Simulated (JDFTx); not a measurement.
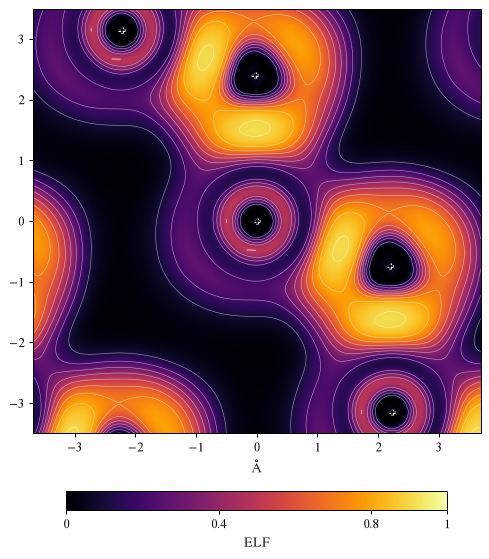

The electron localisation function on a plane through atoms (crosses mark nuclei in the plane).

Theory: Kohn-Sham DFT of a periodic cell, PBE, PseudoDojo-SR-PBE-0.5-standard (JDFTx 1.7.0 (patched build)).

Candidates:
A. GaP, a = 6.68 Å, b = 3.85 Å, c = 3.85 Å, α = 90.00°, β = 125.26°, γ = 90.00°. Space group P1; changed on purpose from its base cell (atoms moved at random by about 0.05 A); not relaxed (largest force 0.6 eV/Å); computed pressure about 3 GPa in this cell.
B. Hg, a = 3.73 Å, b = 3.73 Å, c = 3.81 Å, α = 90.00°, β = 90.00°, γ = 90.00°. Space group I4/mmm; a structure from a database of computed crystals, not necessarily the ambient phase.
C. ZrN, a = 4.57 Å, b = 4.57 Å, c = 4.57 Å, α = 90.00°, β = 90.00°, γ = 90.00°. Space group Fm-3m; computed pressure about 5 GPa in this cell.

Q: Which candidate gave the map?

A: Candidate A: GaP on the (010) plane of the standardised cell, which holds Ga and P. Ga–P (2.31 Å): the ELF peaks at about 0.90 in the valence shell of P, 0.9 Å from its nucleus, and is about 0.75 at the midpoint. Ga–P (2.40 Å): the ELF peaks at about 0.90 in the valence shell of P, 0.9 Å from its nucleus, and is about 0.75 at the midpoint.
